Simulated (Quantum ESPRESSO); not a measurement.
# O on top sites of RuAl(110): a series in the coverage, part 9 of 10

Wanted: a table for O on top sites of RuAl(110) against the coverage, and what can be fitted to it.

Quantum ESPRESSO 7.5; plane-wave DFT, PBE, GBRV ultrasoft pseudopotentials.

So far. Step 8 (Self-consistent run, 0.1667 ML): Inside the slab this potential holds the local part of the pseudopotentials, which can be repulsive at the nuclei; only its value in the vacuum has a meaning of its own. Step 9 (Relaxing the ions, 0.75 ML): The relaxation lowers the energy by 166 meV an atom. On the free atoms the largest force ends at 0.023 eV/Å.

The structure was built from a prototype and need not be the compound's stable phase.

## (10) Self-consistent run, 0.75 ML

The input, m6.esm.in:

```
&control
  prefix = 'm6.esm'
  outdir = './out'
  pseudo_dir = './pseudo'
  calculation = 'scf'
  tprnfor = .true.
/
&system
  ibrav = 0
  nat = 27
  ntyp = 3
  ecutwfc = 40
  ecutrho = 200
  occupations = 'smearing'
  smearing = 'mv'
  degauss = 0.02
  assume_isolated = 'esm'
  esm_bc = 'bc1'
/
&electrons
  conv_thr = 1e-07
  mixing_beta = 0.25
  electron_maxstep = 160
  mixing_mode = 'local-TF'
  mixing_ndim = 12
/
ATOMIC_SPECIES
  Ru  101.0700  ru_pbe_v1.2.uspp.F.UPF
  Al  26.9815  al_pbe_v1.uspp.F.UPF
  O   15.9990  o_pbe_v1.2.uspp.F.UPF
CELL_PARAMETERS angstrom
  6.00796582800000 0.00000000000000 0.00000000000000
  0.00000000000000 8.49361459400000 0.00000000000000
  0.00000000000000 0.00000000000000 20.43660440676306
ATOMIC_POSITIONS crystal
  Ru  0.000000000000 0.500000000000 -0.155521221550
  Ru  0.500000000000 0.000000000000 -0.155521221550
  Ru  0.500000000000 0.500000000000 -0.155521221550
  Ru  0.000000000000 0.000000000000 -0.155521221550
  Al  0.250000000000 0.750000000000 -0.155521221550
  Al  0.750000000000 0.250000000000 -0.155521221550
  Al  0.750000000000 0.750000000000 -0.155521221550
  Al  0.250000000000 0.250000000000 -0.155521221550
  Ru  0.000000000000 0.750000000000 -0.051619242250
  Ru  0.500000000000 0.250000000000 -0.051619242250
  Ru  0.500000000000 0.750000000000 -0.051619242250
  Ru  0.000000000000 0.250000000000 -0.051619242250
  Al  0.250000000000 0.500000000000 -0.051619242250
  Al  0.750000000000 0.000000000000 -0.051619242250
  Al  0.750000000000 0.500000000000 -0.051619242250
  Al  0.250000000000 0.000000000000 -0.051619242250
  Ru  0.000000000000 0.500000000000 0.067208103650
  Ru  0.500000000000 0.000000000000 0.071792963250
  Ru  0.500000000000 0.500000000000 0.066843852750
  Ru  0.000000000000 0.000000000000 0.051270049650
  Al  0.248577544700 0.752656284900 0.046603501150
  Al  0.751422455300 0.247343715100 0.046603501150
  Al  0.751422455300 0.752656284900 0.046603501150
  Al  0.248577544700 0.247343715100 0.046603501150
  O   0.000000000000 0.500000000000 0.151380090950
  O   0.500000000000 0.000000000000 0.155521221550
  O   0.500000000000 0.500000000000 0.150838035250
K_POINTS automatic
  4 3 1 0 0 0
```

Run with:

```console
OMP_NUM_THREADS=1 mpirun -n 16 pw.x -nk 1 -in m6.esm.in > m6.esm.out
```

What it wrote:

```text
[banner, memory and clock lines left out]
Program PWSCF v.7.5 starts
[...]
Message from routine setup:
[...]
number of electrons       =       246.00
     number of Kohn-Sham states=          148
     kinetic-energy cutoff     =      40.0000  Ry
     charge density cutoff     =     200.0000  Ry
[...]
number of k points=     6  Marzari-Vanderbilt smearing, width (Ry)=  0.0200
[...]
Dense  grid:   336231 G-vectors     FFT dimensions: (  54,  75, 180)
[...]
negative rho (up, down):  9.461E-01 0.000E+00
     Starting wfcs are  216 randomized atomic wfcs
[...]
negative rho (up, down):  9.537E-01 0.000E+00
[...]
estimated scf accuracy    <     363.02295557 Ry
[...]
negative rho (up, down):  1.012E+00 0.000E+00
[...]
estimated scf accuracy    <      94.67372768 Ry
[...]
negative rho (up, down):  1.071E+00 0.000E+00
[...]
estimated scf accuracy    <      31.70744269 Ry
[...]
negative rho (up, down):  1.105E+00 0.000E+00
[...]
estimated scf accuracy    <      13.73336136 Ry
[...]
negative rho (up, down):  1.079E+00 0.000E+00
[...]
estimated scf accuracy    <      69.55415575 Ry
[...]
negative rho (up, down):  1.066E+00 0.000E+00
[...]
estimated scf accuracy    <      50.26929458 Ry
[...]
negative rho (up, down):  1.032E+00 0.000E+00
[...]
estimated scf accuracy    <      33.29399419 Ry
[...]
negative rho (up, down):  1.024E+00 0.000E+00
[...]
estimated scf accuracy    <       4.91176492 Ry
[...]
negative rho (up, down):  1.009E+00 0.000E+00
[...]
estimated scf accuracy    <       5.21334603 Ry
[...]
negative rho (up, down):  1.021E+00 0.000E+00
[...]
estimated scf accuracy    <      16.80170332 Ry
[...]
negative rho (up, down):  9.972E-01 0.000E+00
[...]
estimated scf accuracy    <       7.90643731 Ry
[...]
negative rho (up, down):  9.848E-01 0.000E+00
[...]
estimated scf accuracy    <      11.12996288 Ry
[...]
negative rho (up, down):  9.283E-01 0.000E+00
[...]
estimated scf accuracy    <       0.00010549 Ry
[...]
negative rho (up, down):  9.285E-01 0.000E+00
[...]
estimated scf accuracy    <       0.00002719 Ry
[...]
negative rho (up, down):  9.284E-01 0.000E+00
[...]
estimated scf accuracy    <       0.00001081 Ry
[...]
negative rho (up, down):  9.284E-01 0.000E+00
[...]
estimated scf accuracy    <       0.00000656 Ry
[...]
negative rho (up, down):  9.288E-01 0.000E+00
[...]
estimated scf accuracy    <       0.00000185 Ry
[...]
negative rho (up, down):  9.288E-01 0.000E+00
[...]
estimated scf accuracy    <       0.00000064 Ry
[...]
negative rho (up, down):  9.288E-01 0.000E+00
[...]
estimated scf accuracy    <       0.00000054 Ry
[...]
negative rho (up, down):  9.288E-01 0.000E+00
[...]
estimated scf accuracy    <       0.00000033 Ry
[...]
negative rho (up, down):  9.289E-01 0.000E+00
[...]
estimated scf accuracy    <       0.00000018 Ry
[...]
negative rho (up, down):  9.288E-01 0.000E+00
[...]
the Fermi energy is    -5.5142 ev
!    total energy              =   -2508.42090027 Ry
     estimated scf accuracy    <       0.00000007 Ry
     smearing contrib. (-TS)   =       0.00686188 Ry
     internal energy E=F+TS    =   -2508.42776215 Ry
[...]
one-electron contribution =   17929.68800528 Ry
     hartree contribution      =   -9017.86436615 Ry
     xc contribution           =    -384.46779969 Ry
     ewald contribution        =  -11035.78360159 Ry
     convergence has been achieved in  51 iterations
     negative rho (up, down):  9.288E-01 0.000E+00
[...]
Total force =     0.035505     Total SCF correction =     0.001628
[...]
```

Elapsed: 6.8 min, on 16 MPI ranks of Arm Neoverse V1, shared host; peak memory 3.1 GiB; 1.8 h of CPU time.

Read from the output:

| Item | Value |
| --- | --- |
| free energy | -34128.8050 eV |
| Fermi energy | -5.514 eV |
| vacuum line at the lower end of the cell, over the Fermi level | 4.720 eV |
| vacuum line at the upper end of the cell, over the Fermi level | 6.308 eV |

Inside the slab this potential holds the local part of the pseudopotentials, which can be repulsive at the nuclei; only its value in the vacuum has a meaning of its own.

## (11) Relaxation with pw.x, 1 ML

System of this step: RuAl(110), 3 layers, 1 sites a cell, 1 O on top sites. The cell holds 7 atoms: 3 Ru, 3 Al and 1 O. Cell: a = 3.004 Å, b = 4.247 Å, c = 20.437 Å, α = 90.0°, β = 90.0°, γ = 90.0°. It derives from RuAl. Vacuum lies along c.

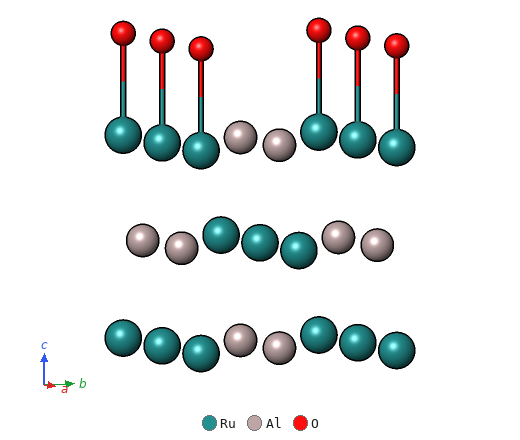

The cell of this step (ruthenium teal, aluminium light grey, oxygen red). 2×1×1 cells are drawn. Some periodic images of atoms are drawn too.

The input, m7.relax.in:

```
&control
  prefix = 'm7.relax'
  outdir = './out'
  pseudo_dir = './pseudo'
  nstep = 70
  forc_conv_thr = 0.0015
  calculation = 'relax'
/
&system
  ibrav = 0
  nat = 7
  ntyp = 3
  ecutwfc = 40
  ecutrho = 200
  occupations = 'smearing'
  smearing = 'mv'
  degauss = 0.02
/
&electrons
  conv_thr = 1e-07
  mixing_beta = 0.3
  electron_maxstep = 120
  mixing_mode = 'local-TF'
/
&ions
/
ATOMIC_SPECIES
  Ru  101.0700  ru_pbe_v1.2.uspp.F.UPF
  Al  26.9815  al_pbe_v1.uspp.F.UPF
  O   15.9990  o_pbe_v1.2.uspp.F.UPF
CELL_PARAMETERS angstrom
  3.00398291400000 0.00000000000000 0.00000000000000
  0.00000000000000 4.24680729700000 0.00000000000000
  0.00000000000000 0.00000000000000 20.43660440676306
ATOMIC_POSITIONS crystal
  Ru  0.000000000000 0.000000000000 0.344005725154 0 0 0
  Al  0.500000000000 0.500000000000 0.344005725154 0 0 0
  Ru  0.000000000000 0.500000000000 0.447907704477 0 0 0
  Al  0.500000000000 0.000000000000 0.447907704477 0 0 0
  Ru  0.000000000000 0.000000000000 0.551809683800
  Al  0.500000000000 0.500000000000 0.551809683800
  O   0.000000000000 0.000000000000 0.655994274846
K_POINTS automatic
  8 5 1 0 0 0
```

Run with:

```console
OMP_NUM_THREADS=1 mpirun -n 16 pw.x -nk 2 -in m7.relax.in > m7.relax.out
```

What it wrote:

```text
[banner, memory and clock lines left out]
Program PWSCF v.7.5 starts
[...]
Message from routine setup:
[...]
number of electrons       =        63.00
     number of Kohn-Sham states=           38
     kinetic-energy cutoff     =      40.0000  Ry
     charge density cutoff     =     200.0000  Ry
[...]
number of k points=    15  Marzari-Vanderbilt smearing, width (Ry)=  0.0200
[...]
Dense  grid:    83965 G-vectors     FFT dimensions: (  25,  40, 180)
[...]
negative rho (up, down):  2.331E-01 0.000E+00
     Starting wfcs are   55 randomized atomic wfcs
[...]
negative rho (up, down):  2.316E-01 0.000E+00
[...]
estimated scf accuracy    <      84.07037812 Ry
[...]
negative rho (up, down):  2.355E-01 0.000E+00
[...]
estimated scf accuracy    <      13.12440028 Ry
[...]
negative rho (up, down):  2.381E-01 0.000E+00
[...]
estimated scf accuracy    <       3.53263359 Ry
[...]
negative rho (up, down):  2.366E-01 0.000E+00
[...]
estimated scf accuracy    <       0.44251682 Ry
[...]
negative rho (up, down):  2.367E-01 0.000E+00
[...]
estimated scf accuracy    <       3.45904213 Ry
[...]
negative rho (up, down):  2.352E-01 0.000E+00
[...]
estimated scf accuracy    <       0.15352027 Ry
[...]
negative rho (up, down):  2.340E-01 0.000E+00
[...]
estimated scf accuracy    <       1.43069139 Ry
[...]
negative rho (up, down):  2.332E-01 0.000E+00
[...]
estimated scf accuracy    <       0.09479483 Ry
[...]
negative rho (up, down):  2.319E-01 0.000E+00
[...]
estimated scf accuracy    <       0.30188047 Ry
[...]
negative rho (up, down):  2.302E-01 0.000E+00
[...]
estimated scf accuracy    <       0.02181266 Ry
[...]
negative rho (up, down):  2.292E-01 0.000E+00
[...]
estimated scf accuracy    <       0.03176673 Ry
[...]
negative rho (up, down):  2.290E-01 0.000E+00
[...]
estimated scf accuracy    <       0.02878911 Ry
[...]
negative rho (up, down):  2.294E-01 0.000E+00
[...]
estimated scf accuracy    <       0.00461441 Ry
[...]
negative rho (up, down):  2.314E-01 0.000E+00
[...]
estimated scf accuracy    <       0.00430943 Ry
[...]
negative rho (up, down):  2.310E-01 0.000E+00
[...]
estimated scf accuracy    <       0.00093723 Ry
[...]
negative rho (up, down):  2.331E-01 0.000E+00
[...]
estimated scf accuracy    <       0.00108111 Ry
[...]
negative rho (up, down):  2.320E-01 0.000E+00
[...]
estimated scf accuracy    <       0.00025432 Ry
[...]
negative rho (up, down):  2.316E-01 0.000E+00
[...]
estimated scf accuracy    <       0.00020348 Ry
[...]
negative rho (up, down):  2.307E-01 0.000E+00
[...]
estimated scf accuracy    <       0.00004562 Ry
[...]
negative rho (up, down):  2.299E-01 0.000E+00
[...]
estimated scf accuracy    <       0.00001443 Ry
[...]
negative rho (up, down):  2.294E-01 0.000E+00
[...]
estimated scf accuracy    <       0.00000723 Ry
[...]
negative rho (up, down):  2.293E-01 0.000E+00
[...]
estimated scf accuracy    <       0.00000122 Ry
[...]
negative rho (up, down):  2.292E-01 0.000E+00
[...]
estimated scf accuracy    <       0.00000031 Ry
[...]
negative rho (up, down):  2.291E-01 0.000E+00
[...]
estimated scf accuracy    <       0.00000012 Ry
[...]
negative rho (up, down):  2.291E-01 0.000E+00
[...]
the Fermi energy is     1.1119 ev
!    total energy              =    -635.05467995 Ry
     estimated scf accuracy    <       0.00000002 Ry
     smearing contrib. (-TS)   =      -0.00036542 Ry
     internal energy E=F+TS    =    -635.05431453 Ry
[...]
one-electron contribution =   -3180.07861640 Ry
     hartree contribution      =    1593.17706235 Ry
     xc contribution           =     -97.71382654 Ry
     ewald contribution        =    1049.56106606 Ry
     convergence has been achieved in  25 iterations
     negative rho (up, down):  2.291E-01 0.000E+00
[...]
Total force =     0.252993     Total SCF correction =     0.000436
[...]
negative rho (up, down):  2.299E-01 0.000E+00
[...]
negative rho (up, down):  2.304E-01 0.000E+00
[...]
estimated scf accuracy    <       1.08241559 Ry
[...]
negative rho (up, down):  2.305E-01 0.000E+00
[...]
estimated scf accuracy    <       0.23396344 Ry
[...]
negative rho (up, down):  2.310E-01 0.000E+00
[...]
estimated scf accuracy    <       0.03558932 Ry
[...]
negative rho (up, down):  2.314E-01 0.000E+00
[...]
estimated scf accuracy    <       0.01471551 Ry
[...]
negative rho (up, down):  2.318E-01 0.000E+00
[...]
estimated scf accuracy    <       0.00377618 Ry
[...]
negative rho (up, down):  2.318E-01 0.000E+00
[...]
estimated scf accuracy    <       0.00013833 Ry
[...]
negative rho (up, down):  2.317E-01 0.000E+00
[...]
estimated scf accuracy    <       0.00031329 Ry
[...]
negative rho (up, down):  2.315E-01 0.000E+00
[...]
estimated scf accuracy    <       0.00001591 Ry
[...]
negative rho (up, down):  2.313E-01 0.000E+00
[...]
estimated scf accuracy    <       0.00008464 Ry
[...]
negative rho (up, down):  2.310E-01 0.000E+00
[...]
estimated scf accuracy    <       0.00000830 Ry
[...]
negative rho (up, down):  2.308E-01 0.000E+00
[...]
estimated scf accuracy    <       0.00000322 Ry
[...]
negative rho (up, down):  2.307E-01 0.000E+00
[...]
estimated scf accuracy    <       0.00000094 Ry
[...]
negative rho (up, down):  2.306E-01 0.000E+00
[...]
estimated scf accuracy    <       0.00000045 Ry
[...]
negative rho (up, down):  2.306E-01 0.000E+00
[...]
estimated scf accuracy    <       0.00000012 Ry
[...]
negative rho (up, down):  2.306E-01 0.000E+00
[...]
the Fermi energy is     1.3213 ev
!    total energy              =    -635.11594095 Ry
     estimated scf accuracy    <       0.00000003 Ry
     smearing contrib. (-TS)   =      -0.00082905 Ry
     internal energy E=F+TS    =    -635.11511191 Ry
[...]
one-electron contribution =   -3170.82169108 Ry
     hartree contribution      =    1588.71349794 Ry
     xc contribution           =     -97.76193404 Ry
     ewald contribution        =    1044.75501527 Ry
     convergence has been achieved in  15 iterations
     negative rho (up, down):  2.306E-01 0.000E+00
[...]
Total force =     0.217690     Total SCF correction =     0.000390
[...]
WARNING: bfgs curvature condition failed, Theta= 0.933
[...]
negative rho (up, down):  2.311E-01 0.000E+00
[...]
estimated scf accuracy    <       0.00000002 Ry
[...]
negative rho (up, down):  2.296E-01 0.000E+00
[...]
the Fermi energy is     1.6660 ev
!    total energy              =    -635.15649807 Ry
     estimated scf accuracy    <          7.1E-09 Ry
     smearing contrib. (-TS)   =      -0.00002788 Ry
     internal energy E=F+TS    =    -635.15647019 Ry
[...]
one-electron contribution =   -3158.76270744 Ry
     hartree contribution      =    1582.90803904 Ry
     xc contribution           =     -97.89136596 Ry
     ewald contribution        =    1038.58956416 Ry
     convergence has been achieved in  12 iterations
     negative rho (up, down):  2.296E-01 0.000E+00
[...]
Total force =     0.034146     Total SCF correction =     0.000042
[...]
negative rho (up, down):  2.297E-01 0.000E+00
[...]
negative rho (up, down):  2.298E-01 0.000E+00
[...]
estimated scf accuracy    <       0.01030641 Ry
[...]
negative rho (up, down):  2.298E-01 0.000E+00
[...]
estimated scf accuracy    <       0.00120503 Ry
[...]
negative rho (up, down):  2.299E-01 0.000E+00
[...]
estimated scf accuracy    <       0.00073868 Ry
[...]
negative rho (up, down):  2.301E-01 0.000E+00
[...]
estimated scf accuracy    <       0.00034116 Ry
[...]
negative rho (up, down):  2.301E-01 0.000E+00
[...]
estimated scf accuracy    <       0.00001676 Ry
[...]
negative rho (up, down):  2.301E-01 0.000E+00
[...]
estimated scf accuracy    <       0.00001111 Ry
[...]
negative rho (up, down):  2.300E-01 0.000E+00
[...]
estimated scf accuracy    <       0.00000319 Ry
[...]
negative rho (up, down):  2.300E-01 0.000E+00
[...]
estimated scf accuracy    <       0.00000099 Ry
[...]
negative rho (up, down):  2.299E-01 0.000E+00
[...]
estimated scf accuracy    <       0.00000036 Ry
[...]
negative rho (up, down):  2.299E-01 0.000E+00
[...]
estimated scf accuracy    <       0.00000018 Ry
[...]
negative rho (up, down):  2.298E-01 0.000E+00
[...]
estimated scf accuracy    <       0.00000008 Ry
[...]
negative rho (up, down):  2.298E-01 0.000E+00
[...]
estimated scf accuracy    <       0.00000002 Ry
[...]
negative rho (up, down):  2.298E-01 0.000E+00
[...]
the Fermi energy is     1.6573 ev
!    total energy              =    -635.15839897 Ry
     estimated scf accuracy    <          5.0E-09 Ry
     smearing contrib. (-TS)   =       0.00006972 Ry
     internal energy E=F+TS    =    -635.15846869 Ry
[...]
one-electron contribution =   -3155.12468947 Ry
     hartree contribution      =    1581.05931327 Ry
     xc contribution           =     -97.89746768 Ry
     ewald contribution        =    1036.80437520 Ry
     convergence has been achieved in  13 iterations
     negative rho (up, down):  2.298E-01 0.000E+00
[...]
Total force =     0.025927     Total SCF correction =     0.000110
[...]
negative rho (up, down):  2.310E-01 0.000E+00
[...]
negative rho (up, down):  2.312E-01 0.000E+00
[...]
estimated scf accuracy    <       0.02602903 Ry
[...]
negative rho (up, down):  2.312E-01 0.000E+00
[...]
estimated scf accuracy    <       0.00294883 Ry
[...]
negative rho (up, down):  2.315E-01 0.000E+00
[...]
estimated scf accuracy    <       0.00174839 Ry
[...]
negative rho (up, down):  2.317E-01 0.000E+00
[...]
estimated scf accuracy    <       0.00084819 Ry
[...]
negative rho (up, down):  2.318E-01 0.000E+00
[...]
estimated scf accuracy    <       0.00004065 Ry
[...]
negative rho (up, down):  2.317E-01 0.000E+00
[...]
estimated scf accuracy    <       0.00002907 Ry
[...]
negative rho (up, down):  2.316E-01 0.000E+00
[...]
estimated scf accuracy    <       0.00000821 Ry
[...]
negative rho (up, down):  2.315E-01 0.000E+00
[...]
estimated scf accuracy    <       0.00000343 Ry
[...]
negative rho (up, down):  2.314E-01 0.000E+00
[...]
estimated scf accuracy    <       0.00000097 Ry
[...]
negative rho (up, down):  2.313E-01 0.000E+00
[...]
estimated scf accuracy    <       0.00000035 Ry
[...]
negative rho (up, down):  2.313E-01 0.000E+00
[...]
estimated scf accuracy    <       0.00000020 Ry
[...]
negative rho (up, down):  2.312E-01 0.000E+00
[...]
estimated scf accuracy    <       0.00000005 Ry
[...]
negative rho (up, down):  2.312E-01 0.000E+00
[...]
the Fermi energy is     1.6353 ev
!    total energy              =    -635.16054729 Ry
     estimated scf accuracy    <          1.6E-09 Ry
     smearing contrib. (-TS)   =       0.00042010 Ry
     internal energy E=F+TS    =    -635.16096739 Ry
[...]
one-electron contribution =   -3142.59505660 Ry
     hartree contribution      =    1574.72281038 Ry
     xc contribution           =     -97.91110401 Ry
     ewald contribution        =    1030.62238284 Ry
     convergence has been achieved in  14 iterations
     negative rho (up, down):  2.304E-01 0.000E+00
[...]
Total force =     0.008241     Total SCF correction =     0.000026
[...]
negative rho (up, down):  2.303E-01 0.000E+00
[...]
negative rho (up, down):  2.303E-01 0.000E+00
[...]
estimated scf accuracy    <       0.00065403 Ry
[...]
negative rho (up, down):  2.303E-01 0.000E+00
[...]
estimated scf accuracy    <       0.00011268 Ry
[...]
negative rho (up, down):  2.304E-01 0.000E+00
[...]
estimated scf accuracy    <       0.00002581 Ry
[...]
negative rho (up, down):  2.304E-01 0.000E+00
[...]
estimated scf accuracy    <       0.00001011 Ry
[...]
negative rho (up, down):  2.304E-01 0.000E+00
[...]
estimated scf accuracy    <       0.00000045 Ry
[...]
negative rho (up, down):  2.304E-01 0.000E+00
[...]
estimated scf accuracy    <       0.00000034 Ry
[...]
negative rho (up, down):  2.304E-01 0.000E+00
[...]
estimated scf accuracy    <       0.00000007 Ry
[...]
negative rho (up, down):  2.304E-01 0.000E+00
[...]
estimated scf accuracy    <       0.00000002 Ry
[...]
negative rho (up, down):  2.303E-01 0.000E+00
[...]
estimated scf accuracy    <          3.7E-09 Ry
[...]
negative rho (up, down):  2.303E-01 0.000E+00
[...]
the Fermi energy is     1.6349 ev
!    total energy              =    -635.16061041 Ry
     estimated scf accuracy    <          1.8E-09 Ry
     smearing contrib. (-TS)   =       0.00041448 Ry
     internal energy E=F+TS    =    -635.16102490 Ry
[...]
one-electron contribution =   -3141.32163140 Ry
     hartree contribution      =    1574.08686421 Ry
     xc contribution           =     -97.90857601 Ry
     ewald contribution        =    1029.98231830 Ry
     convergence has been achieved in  10 iterations
     negative rho (up, down):  2.303E-01 0.000E+00
[...]
Total force =     0.007486     Total SCF correction =     0.000096
[...]
WARNING: bfgs curvature condition failed, Theta= 0.917
[...]
negative rho (up, down):  2.300E-01 0.000E+00
[...]
negative rho (up, down):  2.300E-01 0.000E+00
[...]
estimated scf accuracy    <       0.00197116 Ry
[...]
negative rho (up, down):  2.300E-01 0.000E+00
[...]
estimated scf accuracy    <       0.00031915 Ry
[...]
negative rho (up, down):  2.300E-01 0.000E+00
[...]
estimated scf accuracy    <       0.00008024 Ry
[...]
negative rho (up, down):  2.301E-01 0.000E+00
[...]
estimated scf accuracy    <       0.00003244 Ry
[...]
negative rho (up, down):  2.301E-01 0.000E+00
[...]
estimated scf accuracy    <       0.00000159 Ry
[...]
negative rho (up, down):  2.301E-01 0.000E+00
[...]
estimated scf accuracy    <       0.00000137 Ry
[...]
negative rho (up, down):  2.301E-01 0.000E+00
[...]
estimated scf accuracy    <       0.00000015 Ry
[...]
negative rho (up, down):  2.300E-01 0.000E+00
[...]
estimated scf accuracy    <       0.00000006 Ry
[...]
negative rho (up, down):  2.300E-01 0.000E+00
[...]
estimated scf accuracy    <       0.00000001 Ry
[...]
```

The job ended after 2.5 min (16 MPI ranks; peak memory 1.1 GiB).

[end of part 9 of 10]

[Logs are printed without paths, hosts, clocks, repeated set-up lines and the standing remarks that a program may print on its own settings, such as how far it seeks lower states.]

[Hosts, paths, dates, database ids (printed as entryN), source tags and the programs' standing remarks are cut or masked in the printed files.]

[Maps of the electrostatic potential energy from Ansatz leave out the sawtooth potential of an applied field or a dipole correction, so their vacuum need not be flat; planar profiles and work functions include it.]
